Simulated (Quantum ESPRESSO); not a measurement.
Au: single-point calculation (part 1 of 2)

- system: Au (2 atoms in the cell)
- method: Kohn-Sham DFT of a periodic cell, r2SCAN, SG15 PBE 1.2, no spin polarisation (Quantum ESPRESSO 7.5)

The structure derives from a Materials Project entry. The volume is scaled by 0.94.

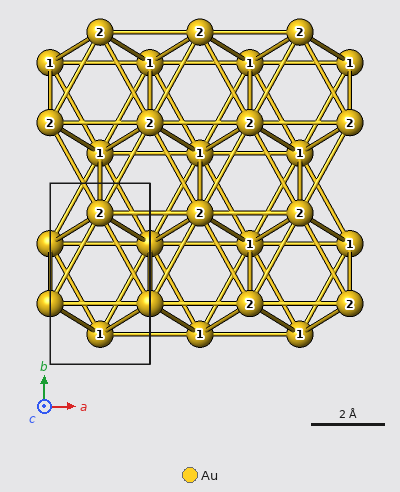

Fig. 1: The input geometry (ball-and-stick view of the cell 2 times as large as that of the calculation, set on its symmetry axes, repeated 3 × 2 × 1, along the c axis; atoms are numbered from 1 in the order of the input). An atom can appear more than once, as a periodic image. Near neighbours in the periodic cell (some may lie outside the picture): Au has 12 Au at 2.76 to 2.91 Å.

Input file:
```
&CONTROL
  calculation = 'scf'
  prefix = 'pwscf'
  outdir = './tmp'
  pseudo_dir = './pseudo'
  tprnfor = .true.
  tstress = .true.
  disk_io = 'nowf'
/
&SYSTEM
  ibrav = 0
  nat = 2
  ntyp = 1
  ecutwfc = 70
  nbnd = 27
  input_dft = 'r2scan'
  occupations = 'smearing'
  smearing = 'fd'
  degauss = 0.00367493
  nosym = .true.
  nr1 = 32
  nr2 = 32
  nr3 = 60
/
&ELECTRONS
  conv_thr = 1d-08
  electron_maxstep = 120
  mixing_beta = 0.5
/
ATOMIC_SPECIES
Au   196.9666 Au_ONCV_PBE-1.2.upf
CELL_PARAMETERS angstrom
   1.3824996368   -2.5037564861    0.0000000000
   1.3824996368    2.5037564861    0.0000000000
   0.0000000000    0.0000000000    4.7932809775
ATOMIC_POSITIONS crystal
Au     0.3346720300    0.6653279700    0.2500000000
Au     0.6653279700    0.3346720300    0.7500000000
K_POINTS automatic
6 6 3 0 0 0
```

Run on 2 threads of Arm Neoverse V1, 24 GiB of memory available, shared host.

Launched with:
```bash
OMP_NUM_THREADS=1 mpirun -n 2 pw.x -nk 2 -in pw.in > pw.out
```

What the program printed:
```
This program is part of the open-source Quantum ESPRESSO suite
     for quantum simulation of materials; please cite
         "P. Giannozzi et al., J. Phys.:Condens. Matter 21 395502 (2009);
         "P. Giannozzi et al., J. Phys.:Condens. Matter 29 465901 (2017);
         "P. Giannozzi et al., J. Chem. Phys. 152 154105 (2020);
          URL
     in publications or presentations arising from this work. More details at

     IMPORTANT: XC functional enforced from input :
     Exchange-correlation= R2SCAN
                           (   0   0   0   0   0 497 498)
     Any further DFT definition will be discarded
     Please, verify this is what you really want

     K-points division:     npool     =       2
     Subspace diagonalization in iterative solution of the eigenvalue problem:
     a serial algorithm will be used

     G-vector sticks info
     --------------------
     sticks:   dense  smooth     PW     G-vecs:    dense   smooth      PW
     Sum         553     553    177                17741    17741    3295

     Using Slab Decomposition

     bravais-lattice index     =            0
     lattice parameter (alat)  =       5.4048  a.u.
     unit-cell volume          =     223.9322 (a.u.)^3
     number of atoms/cell      =            2
     number of atomic types    =            1
     number of electrons       =        38.00
     number of Kohn-Sham states=           27
     kinetic-energy cutoff     =      70.0000  Ry
     charge density cutoff     =     280.0000  Ry
     scf convergence threshold =      1.0E-08
     mixing beta               =       0.5000
     number of iterations used =            8  plain     mixing
     Exchange-correlation= R2SCAN
                           (   0   0   0   0   0 497 498)

     celldm(1)=   5.404782  celldm(2)=   0.000000  celldm(3)=   0.000000
     celldm(4)=   0.000000  celldm(5)=   0.000000  celldm(6)=   0.000000

     crystal axes: (cart. coord. in units of alat)
               a(1) = (   0.483377  -0.875412   0.000000 )
               a(2) = (   0.483377   0.875412   0.000000 )
               a(3) = (   0.000000   0.000000   1.675921 )

     reciprocal axes: (cart. coord. in units 2 pi/alat)
               b(1) = (  1.034390 -0.571159  0.000000 )
               b(2) = (  1.034390  0.571159 -0.000000 )
               b(3) = ( -0.000000  0.000000  0.596687 )

     PseudoPot. # 1 for Au read from file:
     Au_ONCV_PBE-1.2.upf
     Pseudo is Norm-conserving, Zval = 19.0
     Generated using ONCVPSP code by D. R. Hamann
     Using radial grid of  602 points,  8 beta functions with:
                l(1) =   0
                l(2) =   0
                l(3) =   1
                l(4) =   1
                l(5) =   2
                l(6) =   2
                l(7) =   3
                l(8) =   3

     atomic species   valence    mass     pseudopotential
     Au               19.00   196.96660     Au( 1.00)

     No symmetry found

   Cartesian axes

     site n.     atom                  positions (alat units)
         1        Au     tau(   1) = (   0.4833767   0.2894603   0.4189802  )
         2        Au     tau(   2) = (   0.4833767  -0.2894603   1.2569407  )

     number of k points=    56  Fermi-Dirac smearing, width (Ry)=  0.0037
                       cart. coord. in units 2pi/alat
        k(    1) = (   0.0000000   0.0000000   0.0000000), wk =   0.0185185
        k(    2) = (   0.0000000   0.0000000   0.1988956), wk =   0.0370370
        k(    3) = (   0.1723983   0.0951932   0.0000000), wk =   0.0370370
        k(    4) = (   0.1723983   0.0951932   0.1988956), wk =   0.0370370
        k(    5) = (   0.1723983   0.0951932  -0.1988956), wk =   0.0370370
        k(    6) = (   0.3447967   0.1903864   0.0000000), wk =   0.0370370
        k(    7) = (   0.3447967   0.1903864   0.1988956), wk =   0.0370370
        k(    8) = (   0.3447967   0.1903864  -0.1988956), wk =   0.0370370
        k(    9) = (  -0.5171950  -0.2855797   0.0000000), wk =   0.0185185
        k(   10) = (  -0.5171950  -0.2855797   0.1988956), wk =   0.0370370
        k(   11) = (   0.1723983  -0.0951932   0.0000000), wk =   0.0370370
        k(   12) = (   0.1723983  -0.0951932   0.1988956), wk =   0.0370370
        k(   13) = (   0.1723983  -0.0951932  -0.1988956), wk =   0.0370370
        k(   14) = (   0.3447967  -0.0000000   0.0000000), wk =   0.0370370
        k(   15) = (   0.3447967  -0.0000000   0.1988956), wk =   0.0370370
        k(   16) = (   0.3447967  -0.0000000  -0.1988956), wk =   0.0370370
        k(   17) = (   0.5171950   0.0951932   0.0000000), wk =   0.0370370
        k(   18) = (   0.5171950   0.0951932   0.1988956), wk =   0.0370370
        k(   19) = (   0.5171950   0.0951932  -0.1988956), wk =   0.0370370
        k(   20) = (  -0.3447967  -0.3807729   0.0000000), wk =   0.0370370
        k(   21) = (  -0.3447967  -0.3807729   0.1988956), wk =   0.0370370
        k(   22) = (  -0.3447967  -0.3807729  -0.1988956), wk =   0.0370370
        k(   23) = (  -0.1723983  -0.2855797   0.0000000), wk =   0.0370370
        k(   24) = (  -0.1723983  -0.2855797   0.1988956), wk =   0.0370370
        k(   25) = (  -0.1723983  -0.2855797  -0.1988956), wk =   0.0370370
        k(   26) = (   0.0000000  -0.1903864   0.0000000), wk =   0.0370370
        k(   27) = (   0.0000000  -0.1903864   0.1988956), wk =   0.0370370
        k(   28) = (   0.0000000  -0.1903864  -0.1988956), wk =   0.0370370
        k(   29) = (   0.3447967  -0.1903864   0.0000000), wk =   0.0370370
        k(   30) = (   0.3447967  -0.1903864   0.1988956), wk =   0.0370370
        k(   31) = (   0.3447967  -0.1903864  -0.1988956), wk =   0.0370370
        k(   32) = (   0.5171950  -0.0951932   0.0000000), wk =   0.0370370
        k(   33) = (   0.5171950  -0.0951932   0.1988956), wk =   0.0370370
        k(   34) = (   0.5171950  -0.0951932  -0.1988956), wk =   0.0370370
        k(   35) = (   0.6895934  -0.0000000   0.0000000), wk =   0.0370370
        k(   36) = (   0.6895934  -0.0000000   0.1988956), wk =   0.0370370
        k(   37) = (   0.6895934  -0.0000000  -0.1988956), wk =   0.0370370
        k(   38) = (  -0.1723983  -0.4759661   0.0000000), wk =   0.0370370
        k(   39) = (  -0.1723983  -0.4759661   0.1988956), wk =   0.0370370
        k(   40) = (  -0.1723983  -0.4759661  -0.1988956), wk =   0.0370370
        k(   41) = (  -0.0000000  -0.3807729   0.0000000), wk =   0.0370370
        k(   42) = (  -0.0000000  -0.3807729   0.1988956), wk =   0.0370370
        k(   43) = (  -0.0000000  -0.3807729  -0.1988956), wk =   0.0370370
        k(   44) = (   0.1723983  -0.2855797   0.0000000), wk =   0.0370370
        k(   45) = (   0.1723983  -0.2855797   0.1988956), wk =   0.0370370
        k(   46) = (   0.1723983  -0.2855797  -0.1988956), wk =   0.0370370
        k(   47) = (  -0.5171950   0.2855797   0.0000000), wk =   0.0185185
        k(   48) = (  -0.5171950   0.2855797   0.1988956), wk =   0.0370370
        k(   49) = (  -0.3447967   0.3807729   0.0000000), wk =   0.0370370
        k(   50) = (  -0.3447967   0.3807729   0.1988956), wk =   0.0370370
        k(   51) = (  -0.3447967   0.3807729  -0.1988956), wk =   0.0370370
        k(   52) = (  -0.1723983   0.4759661   0.0000000), wk =   0.0370370
        k(   53) = (  -0.1723983   0.4759661   0.1988956), wk =   0.0370370
        k(   54) = (  -0.1723983   0.4759661  -0.1988956), wk =   0.0370370
        k(   55) = (  -1.0343900   0.0000000   0.0000000), wk =   0.0185185
        k(   56) = (  -1.0343900   0.0000000   0.1988956), wk =   0.0370370

     Dense  grid:    17741 G-vectors     FFT dimensions: (  32,  32,  60)

     WARNING: libxc functional with ID  497 depends
      on external parameters: check the user_guide of
      QE if you need to modify them or to check their
      default values.

     WARNING: libxc functional with ID  498 depends
      on external parameters: check the user_guide of
      QE if you need to modify them or to check their
      default values.

     Initial potential from superposition of free atoms

     starting charge      37.9551, renormalised to      38.0000
     Starting wfcs are random

     Self-consistent Calculation

     iteration #  1     ecut=    70.00 Ry     beta= 0.50
     Davidson diagonalization with overlap
     ethr =  1.00E-02,  avg # of iterations =  8.0

     total energy              =    -549.36851461 Ry
     estimated scf accuracy    <      25.90510488 Ry

     iteration #  2     ecut=    70.00 Ry     beta= 0.50
     Davidson diagonalization with overlap
     ethr =  1.00E-02,  avg # of iterations =  1.0

     total energy              =    -549.45069600 Ry
     estimated scf accuracy    <       6.48984976 Ry

     iteration #  3     ecut=    70.00 Ry     beta= 0.50
     Davidson diagonalization with overlap
     ethr =  1.00E-02,  avg # of iterations =  1.0

     total energy              =    -549.45228262 Ry
     estimated scf accuracy    <       0.00131720 Ry

     iteration #  4     ecut=    70.00 Ry     beta= 0.50
     Davidson diagonalization with overlap
     ethr =  3.47E-06,  avg # of iterations =  5.2

     total energy              =    -549.45236513 Ry
     estimated scf accuracy    <       0.00034747 Ry

     iteration #  5     ecut=    70.00 Ry     beta= 0.50
     Davidson diagonalization with overlap
     ethr =  9.14E-07,  avg # of iterations =  1.0

     total energy              =    -549.45236836 Ry
     estimated scf accuracy    <       0.00008593 Ry

     iteration #  6     ecut=    70.00 Ry     beta= 0.50
     Davidson diagonalization with overlap
     ethr =  2.26E-07,  avg # of iterations =  1.0

     total energy              =    -549.45237263 Ry
     estimated scf accuracy    <       0.00001022 Ry

     iteration #  7     ecut=    70.00 Ry     beta= 0.50
     Davidson diagonalization with overlap
     ethr =  2.69E-08,  avg # of iterations =  1.0

     total energy              =    -549.45237307 Ry
     estimated scf accuracy    <       0.00000032 Ry

     iteration #  8     ecut=    70.00 Ry     beta= 0.50
     Davidson diagonalization with overlap
     ethr =  8.47E-10,  avg # of iterations =  1.0

     total energy              =    -549.45237308 Ry
     estimated scf accuracy    <       0.00000003 Ry

     iteration #  9     ecut=    70.00 Ry     beta= 0.50
     Davidson diagonalization with overlap
     ethr =  8.55E-11,  avg # of iterations =  1.5

     End of self-consistent calculation

          k = 0.0000 0.0000 0.0000 (  2199 PWs)   bands (ev):

   -87.4495 -87.4375 -37.7474 -37.6329 -37.6033 -37.6029 -37.5718 -37.5204
    10.7312  13.2014  15.8834  15.9016  16.2900  16.5610  16.8488  17.3246
    17.5011  18.8137  18.8809  20.0515  23.9175  36.4593  37.4759  38.6836
    40.4925  41.5125  42.8065

          k = 0.0000 0.0000 0.1989 (  2212 PWs)   bands (ev):

   -87.4465 -87.4405 -37.6913 -37.6254 -37.6104 -37.5959 -37.5796 -37.5773
    11.6234  13.0254  15.7808  15.8494  16.0660  16.4531  16.6327  16.9544
    17.8631  18.0455  18.5922  18.7061  28.9053  34.9315  37.1170  37.3361
    39.9336  41.0349  41.5978

          k = 0.1724 0.0952 0.0000 (  2204 PWs)   bands (ev):

   -87.4455 -87.4349 -37.7264 -37.6920 -37.6650 -37.6213 -37.5875 -37.5268
    11.6742  13.9492  15.6843  16.2868  16.4956  16.5675  16.8188  17.0232
    17.0847  17.4175  18.9416  22.8931  23.9347  35.4259  37.2510  38.4475
    38.4896  39.7173  40.6893

          k = 0.1724 0.0952 0.1989 (  2210 PWs)   bands (ev):

   -87.4428 -87.4375 -37.7059 -37.6776 -37.6567 -37.6124 -37.5980 -37.5692
    12.5102  13.8906  15.6168  15.7861  15.8856  16.4808  16.6072  16.8579
    17.7530  18.0187  18.6166  19.6564  29.4377  35.6178  36.3950  37.5318
    38.1262  38.7129  39.3734

          k = 0.1724 0.0952-0.1989 (  2210 PWs)   bands (ev):

   -87.4428 -87.4375 -37.7059 -37.6776 -37.6567 -37.6124 -37.5980 -37.5692
    12.5102  13.8906  15.6168  15.7861  15.8856  16.4808  16.6072  16.8579
    17.7530  18.0187  18.6166  19.6564  29.4377  35.6178  36.3950  37.5318
    38.1262  38.7129  39.3734

          k = 0.3448 0.1904 0.0000 (  2217 PWs)   bands (ev):

   -87.4368 -87.4301 -37.8145 -37.7881 -37.6761 -37.6560 -37.6143 -37.5478
    13.4917  14.1738  14.9423  16.1498  16.4425  16.5087  16.7694  18.2904
    18.3552  18.4823  19.0300  24.5868  26.6243  28.6701  33.6492  35.1536
    35.9192  38.0252  40.1774

          k = 0.3448 0.1904 0.1989 (  2221 PWs)   bands (ev):

   -87.4352 -87.4318 -37.8178 -37.8026 -37.6495 -37.6330 -37.6233 -37.5705
    13.6250  14.2594  14.9733  15.3148  16.8569  16.9425  17.7109  17.9418
    18.4396  18.4870  18.7775  21.1649  28.9048  31.2108  32.7635  35.2740
    36.7743  38.2572  38.9002

          k = 0.3448 0.1904-0.1989 (  2221 PWs)   bands (ev):

   -87.4352 -87.4318 -37.8178 -37.8026 -37.6495 -37.6330 -37.6233 -37.5705
    13.6250  14.2594  14.9733  15.3148  16.8569  16.9425  17.7108  17.9418
    18.4396  18.4870  18.7775  21.1649  28.9048  31.2108  32.7635  35.2740
    36.7743  38.2572  38.9002

          k =-0.5172-0.2856 0.0000 (  2220 PWs)   bands (ev):

   -87.4319 -87.4282 -37.8760 -37.8487 -37.6727 -37.6394 -37.6275 -37.5698
    13.8105  13.8852  14.3851  16.1734  16.5251  16.8734  17.3507  19.0410
    19.2233  19.4029  21.7906  23.1461  27.3588  29.0723  29.1031  31.8604
    33.8750  36.6587  38.9279

          k =-0.5172-0.2856 0.1989 (  2222 PWs)   bands (ev):

   -87.4310 -87.4292 -37.8782 -37.8637 -37.6629 -37.6413 -37.6104 -37.5773
    13.5393  13.9287  14.9180  14.9460  16.8122  17.5894  18.1610  19.1185
    19.2942  19.4317  21.2429  22.6715  25.9663  26.1104  33.6000  33.8628
    34.9842  37.0641  38.1548

          k = 0.1724-0.0952 0.0000 (  2204 PWs)   bands (ev):

   -87.4455 -87.4349 -37.7264 -37.6920 -37.6650 -37.6213 -37.5875 -37.5268
    11.6742  13.9492  15.6843  16.2868  16.4956  16.5675  16.8188  17.0232
    17.0847  17.4175  18.9416  22.8931  23.9347  35.4259  37.2510  38.4475
    38.4896  39.7173  40.6893

          k = 0.1724-0.0952 0.1989 (  2210 PWs)   bands (ev):

   -87.4428 -87.4375 -37.7059 -37.6776 -37.6567 -37.6124 -37.5980 -37.5692
    12.5102  13.8906  15.6168  15.7861  15.8856  16.4808  16.6072  16.8579
    17.7530  18.0187  18.6166  19.6564  29.4377  35.6178  36.3950  37.5318
    38.1262  38.7129  39.3734

          k = 0.1724-0.0952-0.1989 (  2210 PWs)   bands (ev):

   -87.4428 -87.4375 -37.7059 -37.6776 -37.6567 -37.6124 -37.5980 -37.5692
    12.5102  13.8906  15.6168  15.7861  15.8856  16.4808  16.6072  16.8579
    17.7530  18.0187  18.6166  19.6564  29.4377  35.6178  36.3950  37.5318
    38.1262  38.7129  39.3734

          k = 0.3448-0.0000 0.0000 (  2217 PWs)   bands (ev):

   -87.4386 -87.4308 -37.7865 -37.7779 -37.6890 -37.6382 -37.6085 -37.5407
    13.2840  14.8501  15.2409  15.3308  16.1566  16.2316  17.1045  17.1931
    18.0734  18.5786  18.9110  24.3391  25.7681  31.6428  32.3827  37.1668
    38.6596  38.8520  39.7539

          k = 0.3448-0.0000 0.1989 (  2220 PWs)   bands (ev):

   -87.4367 -87.4327 -37.7939 -37.7858 -37.6439 -37.6342 -37.6146 -37.5687
    13.7611  14.7661  15.1745  15.4186  15.9464  16.1661  16.9285  17.6952
    18.2280  18.5156  18.9151  20.8231  30.1690  33.1026  33.1842  35.3798
    35.8776  37.3243  41.7931

          k = 0.3448-0.0000-0.1989 (  2220 PWs)   bands (ev):

   -87.4367 -87.4327 -37.7939 -37.7858 -37.6439 -37.6342 -37.6146 -37.5687
    13.7611  14.7661  15.1745  15.4186  15.9464  16.1661  16.9285  17.6952
    18.2280  18.5156  18.9151  20.8231  30.1690  33.1026  33.1842  35.3798
    35.8776  37.3243  41.7931
```
